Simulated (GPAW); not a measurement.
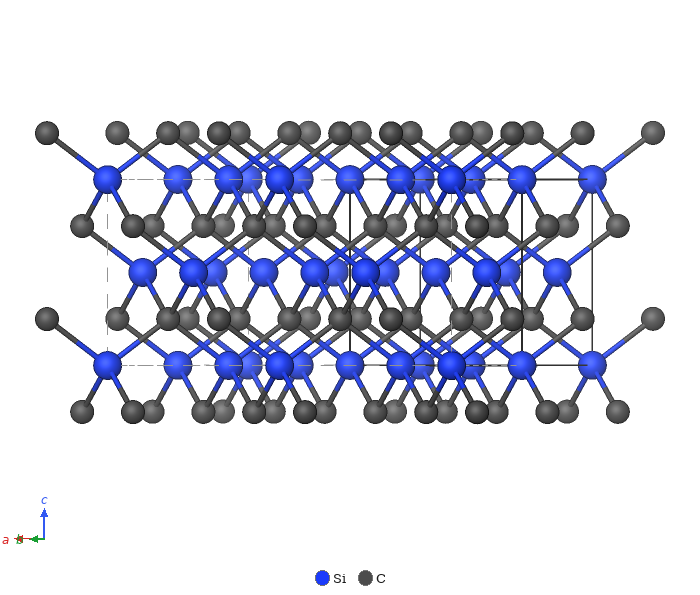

System SiC (space group F-43m, No. 216); source of the atomic positions: an entry of the Crystallography Open Database, as set up for an electronic-structure calculation.

Bonds are taken as C–Si below 2.1 Å. Simplification: prune 0- and 1-connected atoms, fold 2-connected ones into links.

> What kind of net remains, and which atoms are its nodes?

A uninodal 4-connected, three-periodic net: Si and C are 4-connected nodes.

> Does the net have a name?

It is the dia net, known from diamond, zinc blende and cristobalite.

> Is the net interpenetrated?

It is a single net, without interpenetration.

> Give the first ten terms of the coordination sequence (nodes one, two, three … edges away).

Si and C: 4, 12, 24, 42, 64, 92, 124, 162, 204, 252.

The simplified net, drawn on the atoms' positions. Nodes are coloured by element. Short stubs are edges that leave the cut-out.

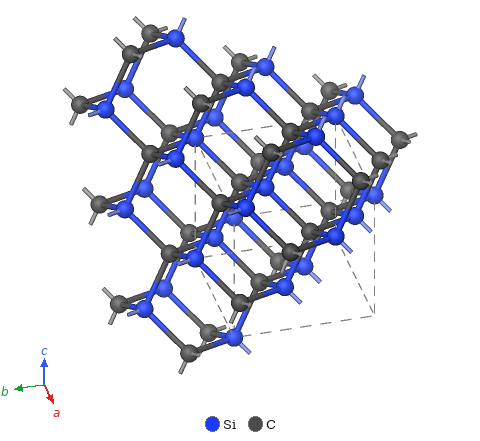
